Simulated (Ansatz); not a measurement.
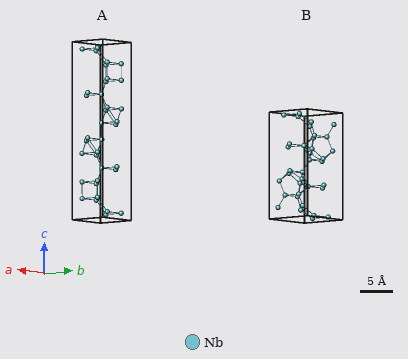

Two geometries of solid Nb (built on the alpha-boron_166 type) (coarse preliminary run), drawn at one scale. One is the start of a relaxation, the other its converged end. A ball-and-stick model of the conventional cell (3 times the calculation's cell), seen from a free direction. Lengths and directions refer to the drawn axes.

All numbers below come from DFT PBEsol, scalar-relativistic, plane waves, PAW in Ansatz 0.2.0. Settings: plane-wave cutoff 420 eV; k-point mesh 3 × 3 × 3; occupations gaussian; smearing width 0.1 eV; no spin polarisation; cell and atoms relaxed; force threshold 0.04 eV/Å; at most 70 steps.

> Which one is relaxed?

Structure A is the relaxed one. Case: alpha-boron type (R-3m, No. 166). Over 22 accepted moves (28 points after the start) the energy falls by 1181 meV per atom. The largest force component goes from 3.7 to 0.009 eV/Å. The pressure goes from 39.96 to 0.05 GPa. The line search rejected the trial steps at points 10, 12, 23 of the run. At 3 points the geometry stayed and the basis and grid were re-selected for the new cell (energy shift of 99.3 meV per atom at most each time). The largest moves relative to the cell, 0.57 Å, are those of Nb atoms. The drawn cell changes as follows: a = b 6.810 → 5.457 Å (−19.9 %), c 17.420 → 29.025 Å (+66.6 %); the volume changes by +7.0 %. Near-neighbour distances that change, for instance: Nb–Nb 2.493 → 4.660 Å, Nb–Nb 4.382 → 2.711 Å, Nb–Nb 4.022 → 2.762 Å, Nb–Nb 2.314 → 2.698 Å. New bonds form: Nb–Nb (4.02 → 2.76 Å), Nb–Nb (4.38 → 2.71 Å). Bonds break: Nb–Nb (2.49 → 4.66 Å). Bond angles that change, for instance: Nb–Nb–Nb 60.1° → 111.3°, Nb–Nb–Nb 108.9° → 58.3°, Nb–Nb–Nb 107.0° → 58.9°. The space group stays R-3m (No. 166). The run took of the order of 4 core-minutes on a shared host.
